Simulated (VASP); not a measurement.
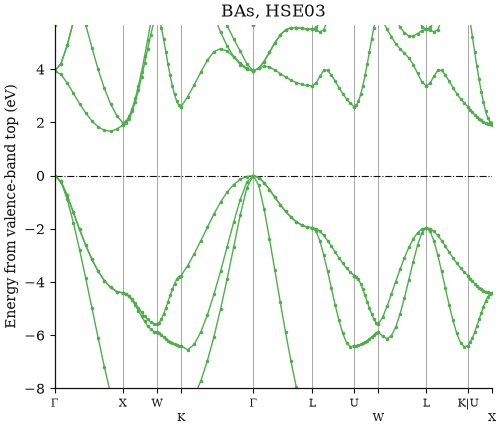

Band structure. Energies are counted from the top of the valence band.

Q: What lattice type does the k path imply?

A: A face-centred cubic lattice: the path Γ–X–W–K–Γ–L–U–W–L–K|U–X runs through the special points of its Brillouin zone.

Input of the run:

POSCAR:
```
BAs
1.0
    0.0000000000      2.3885000000      2.3885000000
    2.3885000000      0.0000000000      2.3885000000
    2.3885000000      2.3885000000      0.0000000000
As B
1 1
Direct
    0.7500000000      0.7500000000      0.7500000000
    0.0000000000      0.0000000000      0.0000000000
```

INCAR.step1:
```
SYSTEM = BAs
ALGO = Normal
EDIFF = 1E-5
ENCUT = 520
GGA = PE
ISIF = 2
ISMEAR = 0
KPAR = 4
LASPH = .True.
LCHARG = .False.
LREAL = .False.
LWAVE = .True.
NBANDS = 11
NELM = 60
PREC = Accurate
SIGMA = 0.02
```

INCAR.step2:
```
SYSTEM = BAs
ALGO = Normal
EDIFF = 1E-7
ENCUT = 520
GGA = PE
HFSCREEN = 0.3
ISIF = 2
ISMEAR = 0
ISTART = 1
KPAR = 4
LASPH = .True.
LCHARG = .False.
LHFCALC = .True.
LREAL = .False.
LWAVE = .False.
NBANDS = 11
NELM = 60
PREC = Accurate
PRECFOCK = Fast
SIGMA = 0.02
```

KPOINTS:
```
k-points
0
Gamma
  6 6 6
  0 0 0
```

KPOINTS_OPT:
```
path GXWKGLUWLK,UX
12
line-mode
reciprocal
 0.0000000000  0.0000000000  0.0000000000  G
 0.5000000000  0.0000000000  0.5000000000  X

 0.5000000000  0.0000000000  0.5000000000  X
 0.5000000000  0.2500000000  0.7500000000  W

 0.5000000000  0.2500000000  0.7500000000  W
 0.3750000000  0.3750000000  0.7500000000  K

 0.3750000000  0.3750000000  0.7500000000  K
 0.0000000000  0.0000000000  0.0000000000  G

 0.0000000000  0.0000000000  0.0000000000  G
 0.5000000000  0.5000000000  0.5000000000  L

 0.5000000000  0.5000000000  0.5000000000  L
 0.6250000000  0.2500000000  0.6250000000  U

 0.6250000000  0.2500000000  0.6250000000  U
 0.5000000000  0.2500000000  0.7500000000  W

 0.5000000000  0.2500000000  0.7500000000  W
 0.5000000000  0.5000000000  0.5000000000  L

 0.5000000000  0.5000000000  0.5000000000  L
 0.3750000000  0.3750000000  0.7500000000  K

 0.6250000000  0.2500000000  0.6250000000  U
 0.5000000000  0.0000000000  0.5000000000  X
```

System: zincblende BAs, space group F-43m (No. 216), 2 atoms in the primitive cell.

Method: HSE03, VASP PAW PBE potentials, release 64 (As, B), no spin polarisation, no spin-orbit coupling, 6×6×6 k mesh, 520 eV cutoff, Gaussian smearing of 0.02 eV (VASP 6.6.1).

Q: What does the band structure say about the gap?

A: The bands leave a gap. The gap along this path is 1.67 eV and indirect, from the valence-band top at Γ to the conduction-band bottom between Γ and X; the smallest direct gap is 3.93 eV, at Γ.

Q: What are the direct gaps at U, X and K?

A: The direct gaps are 6.35 eV at U, 6.31 eV at X and 6.35 eV at K.

The PAW data sets were made with another functional. Spin-orbit coupling is left out, which matters for As. The k mesh is thin for exact exchange.
